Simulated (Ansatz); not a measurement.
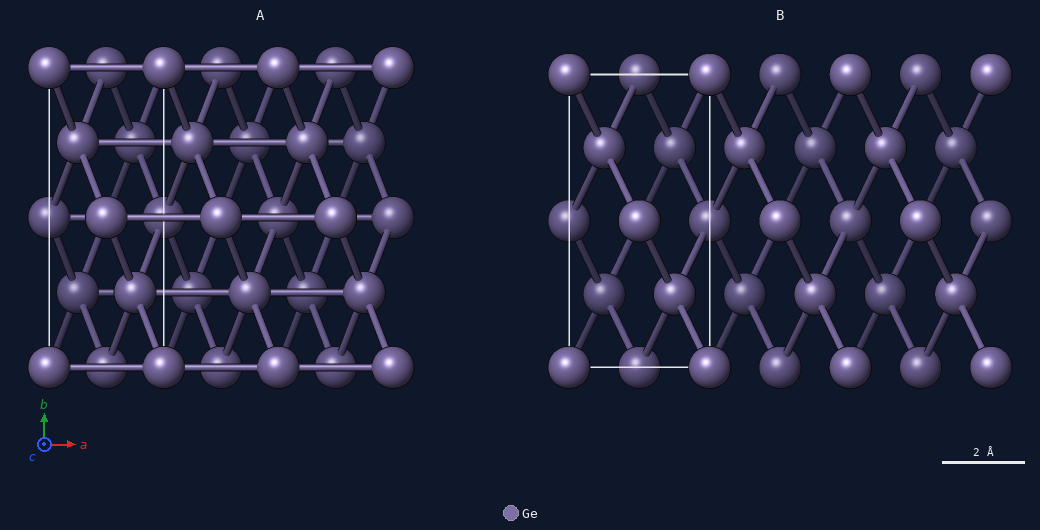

Two geometries of crystalline Ge (a generated structure, set up in Fddd) (coarse preliminary run), drawn at one scale. One is the start of a relaxation, the other its converged end. A ball-and-stick model of the conventional cell (4 times the calculation's cell), repeated 3 × 1 × 1 with one cell outlined, seen along the c axis. Lengths and directions refer to the drawn axes.

These are results of DFT PBE, scalar-relativistic, plane waves, PAW in Ansatz 0.2.0, not measurements. Settings: plane-wave cutoff 420 eV; k-point mesh 6 × 6 × 6; occupations gaussian; smearing width 0.1 eV; no spin polarisation; cell and atoms relaxed; force threshold 0.04 eV/Å; at most 70 steps.

**Which of the two is the end point?**

Structure A is the relaxed one. Over 7 accepted moves (9 points after the start) the energy falls by 180 meV per atom. All forces vanish by symmetry, so only the cell relaxes. Pressure: −7.56 GPa at the start and 0.06 GPa at the end. The line search rejected the trial step at point 6 of the run. The SCF was repeated once at an unchanged geometry on a basis and grid sized afresh for the cell, which shifted the energy by 0.7 meV per atom at most. The atoms keep their places relative to the cell (all moves are under 0.005 Å). Cell: a 3.461 → 2.821 Å (−18.5 %), b 7.209 → 7.377 Å (+2.3 %), c 7.786 → 7.395 Å (−5.0 %). Volume −20.8 %. Some distances before and after: Ge–Ge 3.461 → 2.821 Å, Ge–Ge 2.790 → 2.705 Å. Among the angles between lasting bonds that change: Ge–Ge–Ge 143.9° → 149.8°, Ge–Ge–Ge 99.5° → 94.0°, Ge–Ge–Ge 91.5° → 93.8°. The space group (tolerance 0.01 Å) goes from Fddd (No. 70) to I4_1/amd (No. 141).
